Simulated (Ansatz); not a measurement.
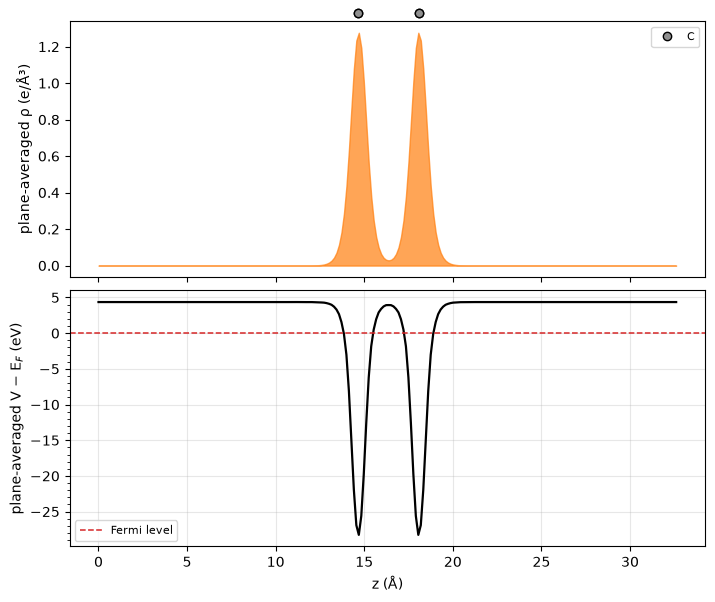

Figure 1: C (slab). Plane average of the electrostatic potential energy of an electron and of the valence electron density across the slab. Circles mark the heights of the atoms.

Level of theory: DFT HSE06, scalar-relativistic, plane waves, PAW in Ansatz.

In a PAW calculation such maps are meaningful between the atoms, not at the nuclei.

```
C
1.0
     2.46530    0.00000    0.00000
    -1.23265    2.13501    0.00000
     0.00000    0.00000   32.74417
C
4
Cartesian
  0.0000 0.0000 14.6700
  1.2327 0.7117 14.6697
  0.0000 0.0000 18.0741
  0.0000 1.4233 18.0745
```

What is the work function?

Answer. The potential is flat in the vacuum, 4.36 eV above the Fermi level; this is the work function, the same on both faces.

How thick is the slab, and how wide the vacuum?

Answer. The outermost nuclei are 3.4 Å apart, in 2 atomic planes; the vacuum between periodic images is 29.3 Å wide.
